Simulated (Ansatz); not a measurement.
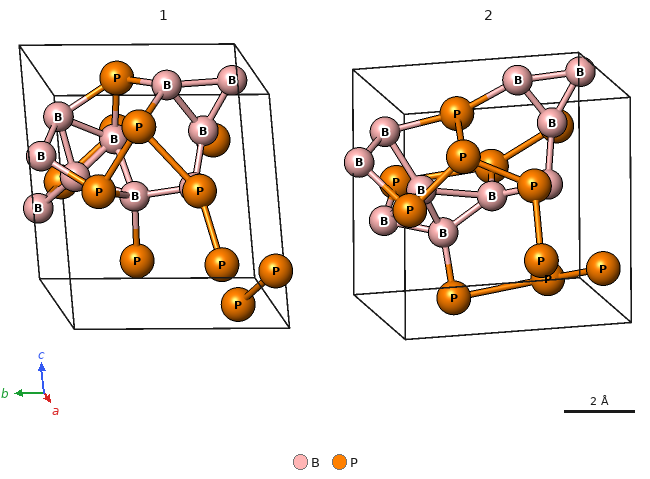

Two geometries of an amorphous cell of composition B10P11 (coarse preliminary run), drawn at one scale. One is the start of a relaxation, the other its converged end. Style: ball-and-stick. Shown: the cell of the calculation (origin shifted), from a free direction.

Theory: DFT PBE, scalar-relativistic, plane waves, PAW in Ansatz. Set-up: plane-wave cutoff 420 eV; k-point mesh 2 × 2 × 2; occupations gaussian; smearing width 0.1 eV; mesh shifted by (0.5, 0.5, 0.5); no spin polarisation; cell and atoms relaxed; force threshold 0.04 eV/Å; at most 70 steps.

**Which one is relaxed?**

Structure 1 is the relaxed one. Case: the quenched liquid. The largest move relative to the cell is that of a B atom, 1.84 Å roughly along [0 1 1]. By element the largest moves are B 1.84 Å, P 1.30 Å. The drawn cell changes as follows: a 6.738 → 6.560 Å (−2.6 %), b 6.605 → 6.399 Å (−3.1 %), c 6.544 → 6.808 Å (+4.0 %), α 92.0° → 82.9°, β 91.2° → 93.9°, γ 90.9° → 83.1°; the volume changes by −3.6 %. Some distances before and after: B–B 3.673 → 1.921 Å, B–B 3.480 → 1.828 Å, B–B 1.805 → 3.140 Å, B–B 1.842 → 3.138 Å. New bonds form: B–B (3.48 → 1.83 Å), B–P (2.64 → 1.95 Å), B–P (3.12 → 2.01 Å), P–P (3.53 → 2.58 Å). Bonds break: B–B (1.84 → 3.14 Å). Bond angles that change, for instance: B–B–B 58.1° → 122.0°, B–B–B 126.8° → 66.8°, B–B–P 112.0° → 57.4°. The energy falls by 174 meV per atom in 33 accepted moves (42 points after the start). The largest force component goes from 1.4 to 0.024 eV/Å. The pressure goes from −1.66 to −0.02 GPa. The line search rejected the trial steps at points 5, 7, 15, 19, 23, 36, 38 of the run. The SCF was repeated twice at an unchanged geometry on a basis and grid sized afresh for the cell, which shifted the energy by 1.0 meV per atom at most.

Limits of the set-up: the k-point mesh is coarse for a cell with partly filled bands; the periodic images lie only 6.5 Å apart, so the values are limited by the cell's size.
